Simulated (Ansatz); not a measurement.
Consider GaSb3.

Input

```
crystal:
  lattice:
    - [3.0044393637, 0.0, 0.0]
    - [0.0, 3.3640752304, 0.0]
    - [0.0, 0.0, 10.7387618526]
  atoms:
    - { symbol: Ga, position: [0.0, 0.0, 0.0] }
    - { symbol: Sb, position: [0.0, 0.5, 0.2315210009] }
    - { symbol: Sb, position: [0.0, 0.0, 0.5] }
    - { symbol: Sb, position: [0.0, 0.5, 0.7684789991] }
basis:
  ecutwfc: 420
kpoints:
  mp_grid: { grid: [12, 10, 4] }
hamiltonian:
  xc: pbe
scf:
  occupations: { method: gaussian, width: 0.1 }
output:
  forces: true
  stress: true
  eigenvalues: true
  write_density: true
  write_potential: true
  elf: true
  volumetric_format: npy
relax:
  adjacent_minimum: "off"
  f_tol: 0.01
  max_steps: 80
  cell: { stress_tol: 0.05 }
```

Launched as:

```sh
ansatz run input.yaml --threads 1 --pin off --max-ram 2560MiB --backend cpu --events-out ev --progress --plain --runs-dir out
```

Below, planes, directions and counts refer to the conventional cell (a = 3.03 Å, b = 3.20 Å, c = 11.21 Å, α = 90.00°, β = 90.00°, γ = 90.00°).

The fields are those of the run's last geometry, not of the input's.

Space group Pmmm; a generated structure, not necessarily the stable one.

Level of theory: Ansatz, DFT PBE, scalar-relativistic, plane waves, PAW.

> What will maps of the valence pseudo-density and electron localisation function show?

Ga–Sb (3.09 Å): ρ is about 0.19 e/Å³ halfway; the ELF is about 0.45 at the midpoint.
Sb–Sb (3.20 Å): ρ at the midpoint is about 0.21 e/Å³; the ELF is about 0.45 at the midpoint.

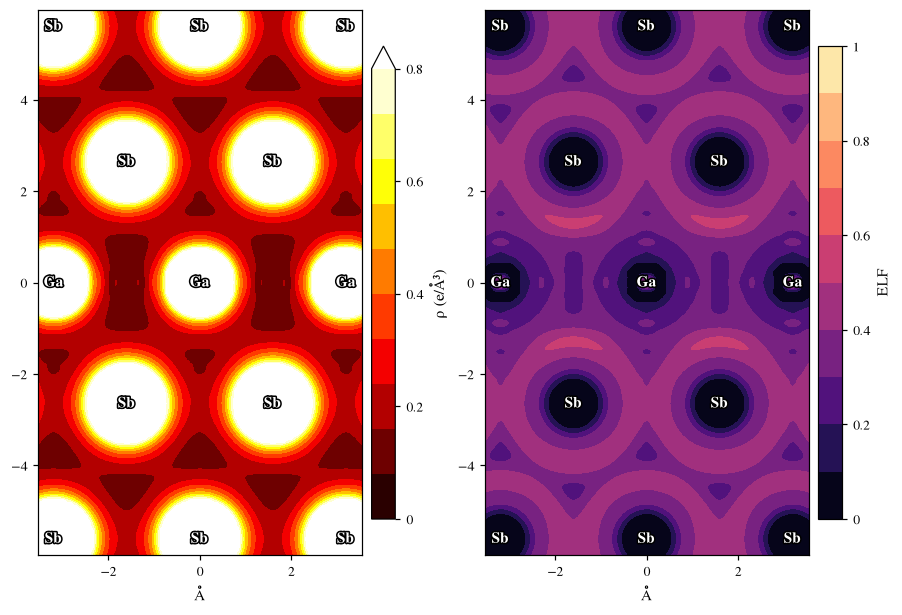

Computed valence pseudo-density and electron localisation function on the (100) plane of the conventional cell, in this order. 
